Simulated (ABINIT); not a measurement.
## Phonon calculation, with input and output: CdF2 (part 3 of 3)

Continued. System: CdF2 (Fm-3m, 3 atoms in the cell). Method: Kohn-Sham DFT of a periodic cell, PBE, PseudoDojo NC SR PBE v0.4.1 standard, no spin polarisation (ABINIT 10.8.3); cutoff 1251.72 eV, 4×4×4 k-mesh, fixed occupations. The structure derives from an entry of the Crystallography Open Database.

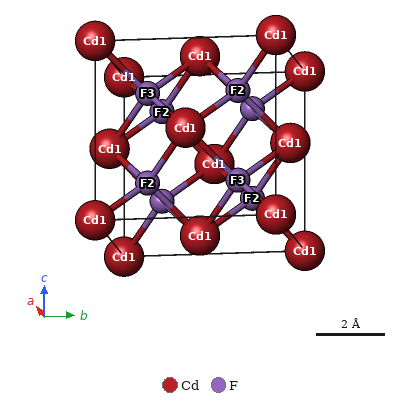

*The input geometry (ball-and-stick view of the cell 4 times as large as that of the calculation, set on its symmetry axes, seen at an oblique angle; atoms are numbered from 1 in the order of the input). An atom can appear more than once, as a periodic image.*

Log, continued
```
================================================================================

 The perturbation idir=   2  ipert=   1 is
 symmetric of a previously calculated perturbation.
 So, its SCF calculation is not needed.

 The perturbation idir=   3  ipert=   1 is
 symmetric of a previously calculated perturbation.
 So, its SCF calculation is not needed.

 The perturbation idir=   2  ipert=   2 is
 symmetric of a previously calculated perturbation.
 So, its SCF calculation is not needed.

 The perturbation idir=   3  ipert=   2 is
 symmetric of a previously calculated perturbation.
 So, its SCF calculation is not needed.

 The perturbation idir=   1  ipert=   3 is
 symmetric of a previously calculated perturbation.
 So, its SCF calculation is not needed.

 The perturbation idir=   2  ipert=   3 is
 symmetric of a previously calculated perturbation.
 So, its SCF calculation is not needed.

 The perturbation idir=   3  ipert=   3 is
 symmetric of a previously calculated perturbation.
 So, its SCF calculation is not needed.

 The perturbation idir=   2  ipert=   5 is
 symmetric of a previously calculated perturbation.
 So, its SCF calculation is not needed.

 The perturbation idir=   3  ipert=   5 is
 symmetric of a previously calculated perturbation.
 So, its SCF calculation is not needed.

--------------------------------------------------------------------------------
 Perturbation wavevector (in red.coord.)   0.000000  0.000000  0.000000
 Perturbation : displacement of atom   1   along direction   1
 Found     4 symmetries that leave the perturbation invariant.
 symkpt : the number of k-points, thanks to the symmetries,
 is reduced to    40 .

--------------------------------------------------------------------------------

--------------------------------------------------------------------------------

 Initialisation of the first-order wave-functions :
  ireadwf=   0

--- !BeginCycle
iteration_state: {dtset: 3, }
solver: {iscf: 7, nstep: 80, nline: 4, wfoptalg: 0, }
tolerances: {tolvrs: 1.00E-08, }
...

     iter   2DEtotal(Ha)        deltaE(Ha) residm    vres2
-ETOT  1   13.697046457139     -1.850E+04 1.189E+02 3.290E+03
 ETOT  2   3.1933492946921     -1.050E+01 5.182E-01 4.760E+02
 ETOT  3   2.8909727988396     -3.024E-01 4.134E-03 6.847E+01
 ETOT  4   2.8765182431018     -1.445E-02 8.277E-04 2.756E+00
 ETOT  5   2.8754734308243     -1.045E-03 3.066E-05 9.020E-02
 ETOT  6   2.8754524290055     -2.100E-05 2.917E-05 4.267E-03
 ETOT  7   2.8754502821141     -2.147E-06 8.544E-07 3.962E-04
 ETOT  8   2.8754499886966     -2.934E-07 7.340E-07 4.948E-06
 ETOT  9   2.8754499635581     -2.514E-08 3.004E-08 6.021E-07
 ETOT 10   2.8754499597746     -3.783E-09 2.205E-08 6.295E-09

 At SCF step   10       vres2   =  6.29E-09 < tolvrs=  1.00E-08 =>converged.
-open ddk wf file :runo_DS2_1WF10
-open ddk wf file :runo_DS2_1WF11
-open ddk wf file :runo_DS2_1WF12
================================================================================

 ----iterations are completed or convergence reached----

 Mean square residual over all n,k,spin=   10.226E-11; max=  22.048E-09

 2DEtotal=    0.2875449960E+01 Ha. Also 2DEtotal=    0.782449794864E+02 eV
    (2DErelax=   -1.8505830992E+04 Ha. 2DEnonrelax=    1.8508706442E+04 Ha)
    (  non-var. 2DEtotal :    2.8756613709E+00 Ha)

--------------------------------------------------------------------------------
 Perturbation wavevector (in red.coord.)   0.000000  0.000000  0.000000
 Perturbation : displacement of atom   2   along direction   1
 Found     2 symmetries that leave the perturbation invariant.
 symkpt : the number of k-points, thanks to the symmetries,
 is reduced to    72 .

--------------------------------------------------------------------------------

--------------------------------------------------------------------------------

 Initialisation of the first-order wave-functions :
  ireadwf=   0

--- !BeginCycle
iteration_state: {dtset: 3, }
solver: {iscf: 7, nstep: 80, nline: 4, wfoptalg: 0, }
tolerances: {tolvrs: 1.00E-08, }
...

     iter   2DEtotal(Ha)        deltaE(Ha) residm    vres2
-ETOT  1   8.7354984907613     -4.962E+03 5.516E+00 2.143E+03
 ETOT  2   2.7816538467730     -5.954E+00 4.591E-01 2.937E+02
 ETOT  3   2.5543159639289     -2.273E-01 1.172E-01 7.110E+00
 ETOT  4   2.5407848360089     -1.353E-02 3.980E-03 1.932E+00
 ETOT  5   2.5390883543084     -1.696E-03 2.223E-03 2.155E-01
 ETOT  6   2.5388965899244     -1.918E-04 1.023E-04 8.760E-02
 ETOT  7   2.5388482589630     -4.833E-05 7.479E-05 4.138E-03
 ETOT  8   2.5388439954338     -4.264E-06 3.386E-06 1.312E-04
 ETOT  9   2.5388434686108     -5.268E-07 2.512E-06 4.852E-05
 ETOT 10   2.5388433702780     -9.833E-08 1.273E-07 5.515E-06
 ETOT 11   2.5388433542346     -1.604E-08 1.012E-07 2.937E-07
 ETOT 12   2.5388433517253     -2.509E-09 4.844E-09 1.750E-07
 ETOT 13   2.5388433512032     -5.220E-10 4.200E-09 8.681E-09

 At SCF step   13       vres2   =  8.68E-09 < tolvrs=  1.00E-08 =>converged.
-open ddk wf file :runo_DS2_1WF10
-open ddk wf file :runo_DS2_1WF11
-open ddk wf file :runo_DS2_1WF12
================================================================================

 ----iterations are completed or convergence reached----

 Mean square residual over all n,k,spin=   12.648E-12; max=  42.004E-10

 2DEtotal=    0.2538843351E+01 Ha. Also 2DEtotal=    0.690854470477E+02 eV
    (2DErelax=   -4.9677781362E+03 Ha. 2DEnonrelax=    4.9703169796E+03 Ha)
    (  non-var. 2DEtotal :    2.5388715235E+00 Ha)

--------------------------------------------------------------------------------
 Perturbation wavevector (in red.coord.)   0.000000  0.000000  0.000000
 Perturbation : homogeneous electric field along direction   1
 The set of symmetries contains only one element for this perturbation.
 symkpt : not enough symmetry to change the number of k points.

--------------------------------------------------------------------------------

--------------------------------------------------------------------------------

 Initialisation of the first-order wave-functions :
  ireadwf=   0

--- !BeginCycle
iteration_state: {dtset: 3, }
solver: {iscf: 7, nstep: 80, nline: 4, wfoptalg: 0, }
tolerances: {tolvrs: 1.00E-08, }
...

     iter   2DEtotal(Ha)        deltaE(Ha) residm    vres2
-ETOT  1  -41.379055991108     -4.138E+01 3.821E+00 6.920E+03
 ETOT  2  -43.527307228163     -2.148E+00 6.801E-01 3.596E+02
 ETOT  3  -43.704923134133     -1.776E-01 4.837E-02 4.287E+01
 ETOT  4  -43.718252613971     -1.333E-02 1.539E-02 2.247E+01
 ETOT  5  -43.726327221488     -8.075E-03 1.544E-03 7.615E-01
 ETOT  6  -43.726744803343     -4.176E-04 4.636E-04 9.642E-03
 ETOT  7  -43.726768372827     -2.357E-05 4.367E-05 4.753E-03
 ETOT  8  -43.726773542743     -5.170E-06 1.508E-05 8.558E-04
 ETOT  9  -43.726774461561     -9.188E-07 1.588E-06 6.963E-06
 ETOT 10  -43.726774585783     -1.242E-07 6.208E-07 4.982E-07
 ETOT 11  -43.726774608429     -2.265E-08 6.523E-08 4.319E-07
 ETOT 12  -43.726774612927     -4.498E-09 2.638E-08 4.767E-08
 ETOT 13  -43.726774613821     -8.936E-10 2.818E-09 1.186E-08
 ETOT 14  -43.726774613998     -1.773E-10 1.160E-09 6.286E-09

 At SCF step   14       vres2   =  6.29E-09 < tolvrs=  1.00E-08 =>converged.
-open ddk wf file :runo_DS2_1WF10
-open ddk wf file :runo_DS2_1WF11
-open ddk wf file :runo_DS2_1WF12
================================================================================

 ----iterations are completed or convergence reached----

 Mean square residual over all n,k,spin=   18.231E-13; max=  11.596E-10

 2DEtotal=   -0.4372677461E+02 Ha. Also 2DEtotal=   -0.118986615331E+04 eV
    (  non-var. 2DEtotal :   -4.3726768996E+01 Ha)
================================================================================

 ---- first-order wavefunction calculations are completed ----

 ==> Compute Derivative Database <==
 The violation of the charge neutrality conditions
 by the effective charges is as follows :
    atom        electric field
 displacement     direction
       1               1        0.001857        0.000000
       1               2       -0.000000        0.000000
       1               3       -0.000000        0.000000
       2               1       -0.000000        0.000000
       2               2        0.001857        0.000000
       2               3        0.000000        0.000000
       3               1        0.000000        0.000000
       3               2        0.000000        0.000000
       3               3        0.001857        0.000000

 Effective charge tensors after
 imposition of the charge neutrality (if requested by user),
 and eventual restriction to some part :
   atom    displacement
         1         1    2.460723E+00    1.216391E-15   -1.315051E-15
         1         2    2.696688E-15    2.460723E+00    1.369754E-15
         1         3   -2.696688E-15   -1.216391E-15    2.460723E+00
         2         1   -1.230361E+00   -6.081955E-16    3.085990E-16
         2         2   -9.042549E-16   -1.230361E+00   -3.359504E-16
         2         3    9.042549E-16    6.081955E-16   -1.230361E+00
         3         1   -1.230361E+00   -6.081955E-16    1.006452E-15
         3         2   -1.792433E-15   -1.230361E+00   -1.033803E-15
         3         3    1.792433E-15    6.081955E-16   -1.230361E+00
 Now, the imaginary part of the dynamical matrix is zeroed

  Dynamical matrix, in cartesian coordinates,
   if specified in the inputs, asr has been imposed
     j1       j2             matrix element
  dir pert dir pert     real part    imaginary part

   1    1   1    1         0.0554721796         0.0000000000
   1    1   1    2        -0.0277360898         0.0000000000
   1    1   1    3        -0.0277360898         0.0000000000

   2    1   2    1         0.0554721796         0.0000000000
   2    1   2    2        -0.0277360898         0.0000000000
   2    1   2    3        -0.0277360898         0.0000000000

   3    1   3    1         0.0554721796         0.0000000000
   3    1   3    2        -0.0277360898         0.0000000000
   3    1   3    3        -0.0277360898         0.0000000000

   1    2   1    1        -0.0277363664         0.0000000000
   1    2   1    2         0.0489836858         0.0000000000
   1    2   1    3        -0.0212473194         0.0000000000

   2    2   2    1        -0.0277363664         0.0000000000
   2    2   2    2         0.0489836858         0.0000000000
   2    2   2    3        -0.0212473194         0.0000000000

   3    2   3    1        -0.0277363664         0.0000000000
   3    2   3    2         0.0489836858         0.0000000000
   3    2   3    3        -0.0212473194         0.0000000000

   1    3   1    1        -0.0277363664         0.0000000000
   1    3   1    2        -0.0212473194         0.0000000000
   1    3   1    3         0.0489836858         0.0000000000

   2    3   2    1        -0.0277363664         0.0000000000
   2    3   2    2        -0.0212473194         0.0000000000
   2    3   2    3         0.0489836858         0.0000000000

   3    3   3    1        -0.0277363664         0.0000000000
   3    3   3    2        -0.0212473194         0.0000000000
   3    3   3    3         0.0489836858         0.0000000000

  Dielectric tensor, in cartesian coordinates,
     j1       j2             matrix element
  dir pert dir pert     real part    imaginary part

   1    5   1    5         2.8226773541        -0.0000000000

   2    5   2    5         2.8226773541        -0.0000000000

   3    5   3    5         2.8226773541        -0.0000000000

  Effective charges, in cartesian coordinates,
  (from electric field response)
   if specified in the inputs, charge neutrality has been imposed
     j1       j2             matrix element
  dir pert dir pert     real part    imaginary part

   1    1   1    5         2.4607226220         0.0000000000
   1    2   1    5        -1.2303613110         0.0000000000
   1    3   1    5        -1.2303613110         0.0000000000

   2    1   2    5         2.4607226220         0.0000000000
   2    2   2    5        -1.2303613110         0.0000000000
   2    3   2    5        -1.2303613110         0.0000000000

   3    1   3    5         2.4607226220         0.0000000000
   3    2   3    5        -1.2303613110         0.0000000000
   3    3   3    5        -1.2303613110         0.0000000000

  Effective charges, in cartesian coordinates,
  (from phonon response)
   if specified in the inputs, charge neutrality has been imposed
     j1       j2             matrix element
  dir pert dir pert     real part    imaginary part

   1    5   1    1         2.4607242623         0.0000000000

   2    5   2    1         2.4607242623         0.0000000000

   3    5   3    1         2.4607242623         0.0000000000

   1    5   1    2        -1.2303621312         0.0000000000

   2    5   2    2        -1.2303621312         0.0000000000

   3    5   3    2        -1.2303621312         0.0000000000

   1    5   1    3        -1.2303621312         0.0000000000

   2    5   2    3        -1.2303621312         0.0000000000

   3    5   3    3        -1.2303621312         0.0000000000

  Phonon wavevector (reduced coordinates) :  0.00000  0.00000  0.00000
 Phonon energies in Hartree :
   0.000000E+00  0.000000E+00  0.000000E+00  1.035181E-03  1.035181E-03
   1.035181E-03  1.424052E-03  1.424052E-03  1.424052E-03
 Phonon frequencies in cm-1    :
   0.000000E+00  0.000000E+00  0.000000E+00  2.271960E+02  2.271960E+02
   2.271960E+02  3.125433E+02  3.125433E+02  3.125433E+02

  Phonon at Gamma, with non-analyticity in the
  direction (cartesian coordinates)  1.00000  0.00000  0.00000
 Phonon energies in Hartree :
   0.000000E+00  0.000000E+00  0.000000E+00  1.035181E-03  1.035181E-03
   1.424052E-03  1.424052E-03  1.424052E-03  1.744985E-03
 Phonon frequencies in cm-1    :
   0.000000E+00  0.000000E+00  0.000000E+00  2.271960E+02  2.271960E+02
   3.125433E+02  3.125433E+02  3.125433E+02  3.829799E+02

  Phonon at Gamma, with non-analyticity in the
  direction (cartesian coordinates)  0.00000  1.00000  0.00000
 Phonon energies in Hartree :
   0.000000E+00  0.000000E+00  0.000000E+00  1.035181E-03  1.035181E-03
   1.424052E-03  1.424052E-03  1.424052E-03  1.744985E-03
 Phonon frequencies in cm-1    :
   0.000000E+00  0.000000E+00  0.000000E+00  2.271960E+02  2.271960E+02
   3.125433E+02  3.125433E+02  3.125433E+02  3.829799E+02

  Phonon at Gamma, with non-analyticity in the
  direction (cartesian coordinates)  0.00000  0.00000  1.00000
 Phonon energies in Hartree :
   0.000000E+00  0.000000E+00  0.000000E+00  1.035181E-03  1.035181E-03
   1.424052E-03  1.424052E-03  1.424052E-03  1.744985E-03
 Phonon frequencies in cm-1    :
   0.000000E+00  0.000000E+00  0.000000E+00  2.271960E+02  2.271960E+02
   3.125433E+02  3.125433E+02  3.125433E+02  3.829799E+02

== END DATASET(S) ==============================================================
================================================================================

 -outvars: echo values of variables after computation  --------
            acell      7.1996511964E+00  7.1996511964E+00  7.1996511964E+00 Bohr
           etotal1    -2.2471293635E+02
           etotal2    -4.0264473728E+01
           etotal3    -4.3726774614E+01
            fcart1     7.0521479246E-29 -0.0000000000E+00 -7.0521479246E-29
                      -1.6748851321E-28  7.9336664151E-29  1.1459740377E-28
                       9.6967033963E-29 -7.9336664151E-29 -4.4075924529E-29
            fcart3     0.0000000000E+00  0.0000000000E+00  0.0000000000E+00
                       0.0000000000E+00  0.0000000000E+00  0.0000000000E+00
                       0.0000000000E+00  0.0000000000E+00  0.0000000000E+00
            rprim      0.0000000000E+00  7.0710678120E-01  7.0710678120E-01
                       7.0710678120E-01  0.0000000000E+00  7.0710678120E-01
                       7.0710678120E-01  7.0710678120E-01  0.0000000000E+00
           strten1    -1.5596992316E-04 -1.5596992316E-04 -1.5596992316E-04
                       0.0000000000E+00  0.0000000000E+00  0.0000000000E+00
           strten3     0.0000000000E+00  0.0000000000E+00  0.0000000000E+00
                       0.0000000000E+00  0.0000000000E+00  0.0000000000E+00
           xangst      0.0000000000E+00  0.0000000000E+00  0.0000000000E+00
                       4.0410000000E+00  4.0410000000E+00  4.0410000000E+00
                       1.3470000000E+00  1.3470000000E+00  1.3470000000E+00
             xred      0.0000000000E+00  0.0000000000E+00  0.0000000000E+00
                       7.5000000000E-01  7.5000000000E-01  7.5000000000E-01
                       2.5000000000E-01  2.5000000000E-01  2.5000000000E-01
 Calculation completed.
```

This output came from the following input.

Input
```
# Datasets
ndtset 3

# Pseudopotentials
pp_dirpath "./"
pseudos "Cd.upf, F.upf"

# Structure
acell 3.809891337 3.809891337 3.809891337 Angstrom
rprim
     0.0000000000     0.7071067812     0.7071067812
     0.7071067812     0.0000000000     0.7071067812
     0.7071067812     0.7071067812     0.0000000000
ntypat 2
znucl 48 9
natom 3
typat 1 2 2
xred
            0.0            0.0            0.0
            3/4            3/4            3/4
            1/4            1/4            1/4

# Plane-wave basis
ecut 46.0

# k points
ngkpt 4 4 4
nshiftk 4
shiftk
     0.5000000000     0.5000000000     0.5000000000
     0.5000000000     0.0000000000     0.0000000000
     0.0000000000     0.5000000000     0.0000000000
     0.0000000000     0.0000000000     0.5000000000

# Exchange and correlation
ixc 11

# Bands and occupations
nband 17
occopt 1

# SCF cycle
nstep 80
diemac 6.0

# Output
prteig 0
prtebands 0
prtwf 0
prtden 0
prtpot 0

# Dataset 1: ground state
kptopt1 1
tolvrs1 1.0e-15
prtwf1 1

# Dataset 2: derivatives of the wave functions by k
iscf2 -3
rfelfd2 2
rfdir2 1 1 1
getwfk2 1
kptopt2 2
nqpt2 1
qpt2 0.0 0.0 0.0
tolwfr2 1.0e-18
prtwf2 1

# Dataset 3: response at q = 0 to electric field, atomic displacements
rfelfd3 3
rfphon3 1
rfatpol3 1 3
rfdir3 1 1 1
getwfk3 1
getddk3 2
kptopt3 2
nqpt3 1
qpt3 0.0 0.0 0.0
tolvrs3 1.0e-8
```

File mrgddb.in
```
merged_DDB
CdF2
2
runo_DS1_DDB
runo_DS3_DDB
```

File anaddb.abi
```
ddb_filepath "merged_DDB"
output_file "anaddb.abo"
outdata_prefix "ana"
asr 1
chneut 1
dipdip 1
dieflag 1
enunit 0
nfreq 1
frmin 0.0
frmax 0.0
eivec 1
nph1l 1
qph1l 0.0 0.0 0.0 1.0
nph2l 3
qph2l
  1.0 0.0 0.0 0.0
  0.0 1.0 0.0 0.0
  0.0 0.0 1.0 0.0
```

Launch command:
```bash
mpirun --bind-to none -np 4 abinit run.abi > log 2>&1
mrgddb < mrgddb.in > mrgddb.log 2>&1
anaddb anaddb.abi > anaddb.log 2>&1
```

Key numbers

| quantity | value |
| --- | --- |
| outcome | converged |
| space group (tolerance 0.01 Å) | Fm-3m (225) |
| electrons treated | 34 |
| free energy | −6114.7505 eV |
| Fermi energy | 3.050 eV |
| pressure | 4.59 GPa |
| largest force (length of the vector) | under 0.001 eV/Å |
| ε∞ (xx, yy, zz) | 2.82, 2.82, 2.82 |
| Born charges (mean of the diagonal) | Cd1 (2.46 e); F2, F3 (−1.23 e) |
| hardware | 4 threads of Intel Xeon @ 2.50GHz (Skylake/Cascade Lake), 128 GiB of memory available, shared host |
| wall time | 14 min (CPU time 55 min) |
| peak memory | 0.72 GiB |

Points of doubt noted for this run: cutoff too low for stress. The k-point mesh is coarse for a cell of this size, so the results may not be converged.
